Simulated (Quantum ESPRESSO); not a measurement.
## Band-structure run, with input and output: MnH₂O₂ (part 2 of 2)

The same run, continued: MnH₂O₂ (5 atoms in the cell); Kohn-Sham DFT of a periodic cell, LDA, GBRV 1.5 LDA, spin-polarised (Quantum ESPRESSO 7.5); cutoff 612.26 eV, 9×9×6 k-mesh, fermi-dirac of 0.05 eV, collinear spins. The structure derives from an entry of the Crystallography Open Database.

Geometry of the input (Å; fractional positions):
```
3.2500  0.0000  0.0000
-1.6250  2.8146  0.0000
0.0000  0.0000  4.4800
Mn 0.0000  0.0000  0.0000
O  0.6667  0.3333  0.7740
O  0.3333  0.6667  0.2260
H  0.6667  0.3333  0.5540
H  0.3333  0.6667  0.4460
```

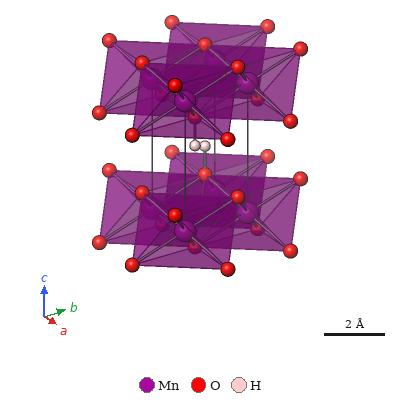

Fig. 1: The input geometry (polyhedral view of the cell of the calculation, seen slightly off an axis; polyhedra are completed across the faces of the cell).

Output, continued
```
        k(   51) = (   0.0000000   0.3342448  -0.1574932), wk =   0.0123457
        k(   52) = (   0.0000000   0.3342448  -0.3149864), wk =   0.0123457
        k(   53) = (   0.0000000   0.5013671  -0.1574932), wk =   0.0123457
        k(   54) = (   0.0000000   0.5013671  -0.3149864), wk =   0.0123457
        k(   55) = (   0.0000000   0.6684895  -0.1574932), wk =   0.0123457
        k(   56) = (   0.0000000   0.6684895  -0.3149864), wk =   0.0123457
        k(   57) = (  -0.1447322   0.4178060  -0.1574932), wk =   0.0246914
        k(   58) = (  -0.1447322   0.4178060  -0.3149864), wk =   0.0246914
        k(   59) = (  -0.1447322   0.5849283  -0.1574932), wk =   0.0246914
        k(   60) = (  -0.1447322   0.5849283  -0.3149864), wk =   0.0246914
        k(   61) = (  -0.2894645   0.6684895  -0.1574932), wk =   0.0246914
        k(   62) = (  -0.2894645   0.6684895  -0.3149864), wk =   0.0246914

     Dense  grid:    31893 G-vectors     FFT dimensions: (  40,  40,  54)

     Smooth grid:    11251 G-vectors     FFT dimensions: (  27,  27,  40)

     Check: negative core charge=   -0.000011
     Generating pointlists ...
     new r_m :   0.2078 (alat units)  1.6620 (a.u.) for type    1
     new r_m :   0.0960 (alat units)  0.7683 (a.u.) for type    2
     new r_m :   0.0960 (alat units)  0.7683 (a.u.) for type    3

     Initial potential from superposition of free atoms

     starting charge      28.4999, renormalised to      29.0000
     Starting wfcs are   23 randomized atomic wfcs +    2 random wfcs

     Self-consistent Calculation

     iteration #  1     ecut=    45.00 Ry     beta= 0.30
     Davidson diagonalization with overlap
     ethr =  1.00E-02,  avg # of iterations =  5.0

     total energy              =    -278.00680251 Ry
     estimated scf accuracy    <       0.67753674 Ry

     total magnetization       =     4.91 Bohr mag/cell
     absolute magnetization    =     4.91 Bohr mag/cell

     iteration #  2     ecut=    45.00 Ry     beta= 0.30
     Davidson diagonalization with overlap
     ethr =  2.34E-03,  avg # of iterations =  1.7

     total energy              =    -278.12806806 Ry
     estimated scf accuracy    <       0.05931989 Ry

     total magnetization       =     4.99 Bohr mag/cell
     absolute magnetization    =     4.99 Bohr mag/cell

     iteration #  3     ecut=    45.00 Ry     beta= 0.30
     Davidson diagonalization with overlap
     ethr =  2.05E-04,  avg # of iterations =  1.6

     negative rho (up, down):  0.000E+00 3.698E-05

     total energy              =    -278.13233096 Ry
     estimated scf accuracy    <       0.02176846 Ry

     total magnetization       =     5.00 Bohr mag/cell
     absolute magnetization    =     5.00 Bohr mag/cell

     iteration #  4     ecut=    45.00 Ry     beta= 0.30
     Davidson diagonalization with overlap
     ethr =  7.51E-05,  avg # of iterations =  1.3

     negative rho (up, down):  0.000E+00 2.705E-04

     total energy              =    -278.13328348 Ry
     estimated scf accuracy    <       0.00310968 Ry

     total magnetization       =     5.00 Bohr mag/cell
     absolute magnetization    =     5.00 Bohr mag/cell

     iteration #  5     ecut=    45.00 Ry     beta= 0.30
     Davidson diagonalization with overlap
     ethr =  1.07E-05,  avg # of iterations =  2.0

     negative rho (up, down):  0.000E+00 2.766E-04

     total energy              =    -278.13351962 Ry
     estimated scf accuracy    <       0.00017244 Ry

     total magnetization       =     5.00 Bohr mag/cell
     absolute magnetization    =     5.00 Bohr mag/cell

     iteration #  6     ecut=    45.00 Ry     beta= 0.30
     Davidson diagonalization with overlap
     ethr =  5.95E-07,  avg # of iterations =  2.3

     negative rho (up, down):  0.000E+00 2.889E-04

     total energy              =    -278.13352633 Ry
     estimated scf accuracy    <       0.00004620 Ry

     total magnetization       =     5.00 Bohr mag/cell
     absolute magnetization    =     5.00 Bohr mag/cell

     iteration #  7     ecut=    45.00 Ry     beta= 0.30
     Davidson diagonalization with overlap
     ethr =  1.59E-07,  avg # of iterations =  2.0

     negative rho (up, down):  0.000E+00 2.928E-04

     total energy              =    -278.13353637 Ry
     estimated scf accuracy    <       0.00000653 Ry

     total magnetization       =     5.00 Bohr mag/cell
     absolute magnetization    =     5.00 Bohr mag/cell

     iteration #  8     ecut=    45.00 Ry     beta= 0.30
     Davidson diagonalization with overlap
     ethr =  2.25E-08,  avg # of iterations =  1.0

     negative rho (up, down):  0.000E+00 2.930E-04

     total energy              =    -278.13353675 Ry
     estimated scf accuracy    <       0.00000078 Ry

     total magnetization       =     5.00 Bohr mag/cell
     absolute magnetization    =     5.00 Bohr mag/cell

     iteration #  9     ecut=    45.00 Ry     beta= 0.30
     Davidson diagonalization with overlap
     ethr =  2.68E-09,  avg # of iterations =  2.0

     negative rho (up, down):  0.000E+00 2.928E-04

     total energy              =    -278.13353698 Ry
     estimated scf accuracy    <       0.00000009 Ry

     total magnetization       =     5.00 Bohr mag/cell
     absolute magnetization    =     5.00 Bohr mag/cell

     iteration # 10     ecut=    45.00 Ry     beta= 0.30
     Davidson diagonalization with overlap
     ethr =  3.13E-10,  avg # of iterations =  2.0

     negative rho (up, down):  0.000E+00 2.927E-04

     total energy              =    -278.13353702 Ry
     estimated scf accuracy    <       0.00000005 Ry

     total magnetization       =     5.00 Bohr mag/cell
     absolute magnetization    =     5.00 Bohr mag/cell

     iteration # 11     ecut=    45.00 Ry     beta= 0.30
     Davidson diagonalization with overlap
     ethr =  1.70E-10,  avg # of iterations =  1.5

     negative rho (up, down):  0.000E+00 2.926E-04

     total energy              =    -278.13353703 Ry
     estimated scf accuracy    <          1.6E-09 Ry

     total magnetization       =     5.00 Bohr mag/cell
     absolute magnetization    =     5.00 Bohr mag/cell

     iteration # 12     ecut=    45.00 Ry     beta= 0.30
     Davidson diagonalization with overlap
     ethr =  5.60E-12,  avg # of iterations =  2.4

     negative rho (up, down):  0.000E+00 2.926E-04

     total energy              =    -278.13353703 Ry
     estimated scf accuracy    <          1.5E-09 Ry

     total magnetization       =     5.00 Bohr mag/cell
     absolute magnetization    =     5.00 Bohr mag/cell

     iteration # 13     ecut=    45.00 Ry     beta= 0.30
     Davidson diagonalization with overlap
     ethr =  5.21E-12,  avg # of iterations =  1.7

     negative rho (up, down):  0.000E+00 2.925E-04

     Magnetic moment per site  (integrated on atomic sphere of radius R)
     atom   1 (R=0.208)  charge= 12.4328  magn=  4.0833
     atom   2 (R=0.096)  charge=  2.0122  magn=  0.0592
     atom   3 (R=0.096)  charge=  2.0122  magn=  0.0592
     atom   4 (R=0.096)  charge=  0.3903  magn=  0.0053
     atom   5 (R=0.096)  charge=  0.3903  magn=  0.0053

     End of self-consistent calculation

     Number of k-points >= 100: set verbosity='high' to print the bands.

     the Fermi energy is     8.8629 ev

!    total energy              =    -278.13353703 Ry
     estimated scf accuracy    <          9.9E-12 Ry
     smearing contrib. (-TS)   =      -0.00003442 Ry
     internal energy E=F+TS    =    -278.13350261 Ry

     The total energy is F=E-TS. E is the sum of the following terms:
     one-electron contribution =    -171.90829471 Ry
     hartree contribution      =      98.29132825 Ry
     xc contribution           =     -42.29867091 Ry
     ewald contribution        =    -162.21786524 Ry

     total magnetization       =     5.00 Bohr mag/cell
     absolute magnetization    =     5.00 Bohr mag/cell

     convergence has been achieved in  13 iterations

     negative rho (up, down):  0.000E+00 2.925E-04

     Forces acting on atoms (cartesian axes, Ry/au):

     atom    1 type  1   force =     0.00000000    0.00000000    0.00000000
     atom    2 type  2   force =    -0.00000000   -0.00000000   -0.00570065
     atom    3 type  2   force =    -0.00000000   -0.00000000    0.00570065
     atom    4 type  3   force =     0.00000000    0.00000000   -0.01382147
     atom    5 type  3   force =     0.00000000    0.00000000    0.01382147

     Total force =     0.021144     Total SCF correction =     0.000004

     Computing stress (Cartesian axis) and pressure

     negative rho (up, down):  0.000E+00 2.925E-04
          total   stress  (Ry/bohr**3)                   (kbar)     P=       29.57
   0.00014320  -0.00000000   0.00000000           21.07       -0.00        0.00
   0.00000000   0.00014320   0.00000000            0.00       21.07        0.00
   0.00000000   0.00000000   0.00031655            0.00        0.00       46.57

=------------------------------------------------------------------------------=
   JOB DONE.
=------------------------------------------------------------------------------=
```

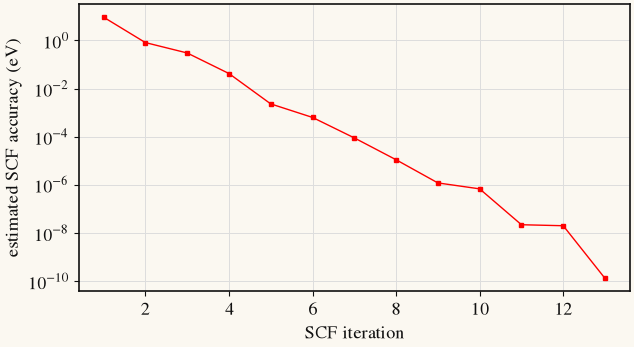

Fig. 2: Convergence of the self-consistent field: estimated SCF accuracy against the iteration. The field takes 13 iterations in all.

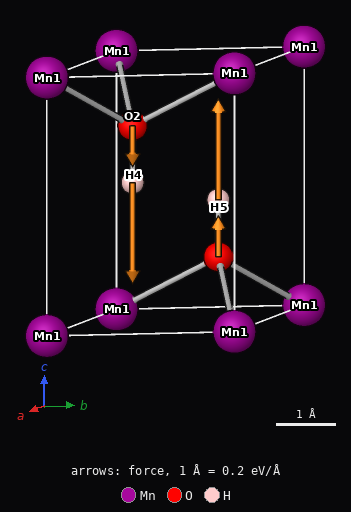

Fig. 3: Forces on the atoms as orange arrows (ball-and-stick view of the cell of the calculation, seen slightly off an axis; atoms are numbered from 1 in the order of the input). The largest act on H4, H5 (0.36 eV/Å); O2, O3 (0.15 eV/Å). The geometry is not a stationary point of this energy.

Summary

| quantity | value |
| --- | --- |
| outcome | converged |
| space group (tolerance 0.01 Å) | P-3m1 (164) |
| electrons treated | 29 |
| free energy | −3784.1996 eV |
| Fermi energy of the self-consistent step | 8.863 eV |
| gap on the k-point mesh | none (metallic) |
| net moment of the cell | 5.00 μB |
| integrated absolute moment | 5.00 μB |
| pressure | 2.96 GPa |
| largest force (length of the vector) | 0.355 eV/Å |
| hardware | 2 threads of Arm Neoverse V1, 24 GiB of memory available, shared host |
| wall time | 79 s (CPU time 2.6 min) |
| peak memory | 0.34 GiB |

Notes on the run: negative rho.
